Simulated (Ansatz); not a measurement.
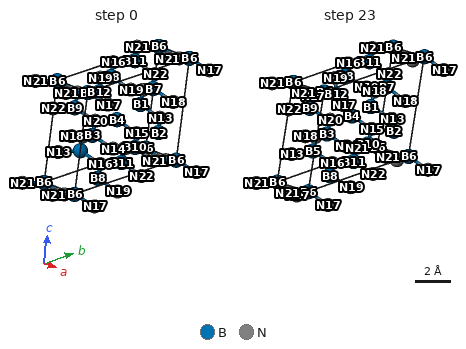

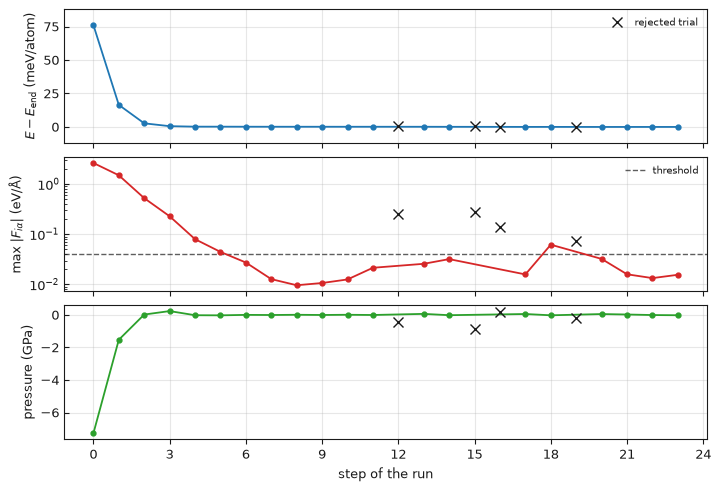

First and last geometry of a relaxation of solid B$_{6}$N$_{5}$ (a generated structure, set up in P1) (coarse preliminary run), with the history of the run. The picture is a ball-and-stick view of the cell of the calculation, seen slightly off an axis.

Case: 2 of 12 N atoms taken out at random.

Method: DFT PBE+D3(BJ), scalar-relativistic, plane waves, PAW (Ansatz).

Input file:
```yaml
crystal:
  lattice:
    - [-3.759170194, 3.6172632057, -3.294871001]
    - [3.759170194, 3.6172632057, -3.294871001]
    - [0.0, -1.4469052822, -6.589742002]
  atoms:
    - { symbol: B, position: [0.1656249743, 0.8327888049, 0.5007863586] }
    - { symbol: B, position: [0.5846106406, 0.919218277, 0.245697268] }
    - { symbol: B, position: [0.8336226931, 0.1590917488, 0.5024056137] }
    - { symbol: B, position: [0.4981770606, 0.5010864045, 0.5021947035] }
    - { symbol: B, position: [0.2457226534, 0.2501310922, 0.2523462483] }
    - { symbol: B, position: [0.0039961973, 0.9981526072, 0.9966434221] }
    - { symbol: B, position: [0.7488127661, 0.7501263356, 0.7536543262] }
    - { symbol: B, position: [0.6686315074, 0.328460473, 0.0043004576] }
    - { symbol: B, position: [0.424184142, 0.0755578137, 0.7533620723] }
    - { symbol: B, position: [0.9156931041, 0.5875394943, 0.2501352445] }
    - { symbol: B, position: [0.3258113681, 0.6641090399, 0.0063006479] }
    - { symbol: B, position: [0.0796091489, 0.4207777746, 0.7525615545] }
    - { symbol: "N", position: [0.3331491421, 0.9941937626, 0.3360853089] }
    - { symbol: "N", position: [0.9986497, 0.3355896254, 0.3320965116] }
    - { symbol: "N", position: [0.6687815465, 0.6648364139, 0.3346109922] }
    - { symbol: "N", position: [0.4135334762, 0.41612452, 0.0855308087] }
    - { symbol: "N", position: [0.1600455342, 0.169651336, 0.8401613408] }
    - { symbol: "N", position: [0.9206831707, 0.9182216137, 0.5861241308] }
    - { symbol: "N", position: [0.8314773017, 0.495198066, 0.8382010262] }
    - { symbol: "N", position: [0.5795499217, 0.2534698986, 0.5847468983] }
    - { symbol: "N", position: [0.0744308479, 0.7508761129, 0.0850198978] }
    - { symbol: "N", position: [0.4962081495, 0.8292450173, 0.8385301245] }
  symmetry: { detect: false }
basis:
  ecutwfc: 420
kpoints:
  mp_grid: { grid: [3, 3, 2], shift: [0.0, 0.0, 0.5] }
hamiltonian:
  xc: pbe
  dispersion: d3bj
scf:
  occupations: { method: gaussian, width: 0.1 }
  lower_state_search: "off"
output:
  forces: true
  stress: true
  eigenvalues: true
relax:
  adjacent_minimum: "off"
  f_tol: 0.04
  max_steps: 50
  cell: { stress_tol: 0.3 }
```

Launched with:
```bash
ansatz run input.yaml --threads 4 --pin off --max-ram 9216MiB --backend cpu --events-out ev --progress --plain --runs-dir out
```

Q: What do the curves and the structures tell?

A: The run was cut off at its time limit before the program reported convergence, but its last step already meets the force threshold: the largest component is 0.016 eV/Å against 0.04 eV/Å. The pressure is within 0.02 GPa of its target. After 19 accepted moves (23 points after the start) the energy has fallen by 76.1 meV per atom. The largest force component goes from 2.6 to 0.016 eV/Å. The pressure goes from −7.28 to −0.02 GPa. The line search rejected the trial steps at points 12, 15, 16, 19 of the run. The atom that moves furthest relative to the cell is B6 (0.22 Å roughly along [−3 1 0]). Largest moves by element: B 0.22 Å, N 0.19 Å. The volume changes by −6.5 %, with a 6.170 → 6.112 Å (−1.0 %), b 6.170 → 6.110 Å (−1.0 %), c 6.747 → 6.688 Å (−0.9 %), α 66.7° → 64.3°, β 66.7° → 64.2°, γ 75.1° → 73.2°. Among the contacts that change: B4–B12 2.512 → 2.099 Å, B1–B4 2.497 → 2.118 Å, B2–B6 2.513 → 2.135 Å, B1–B12 2.489 → 2.125 Å. Bond angles that change, for instance: N17–B12–N19 117.3° → 104.1°, N13–B2–N15 117.6° → 104.6°, N17–B6–N21 125.1° → 114.1°. The space group stays P1 (No. 1).
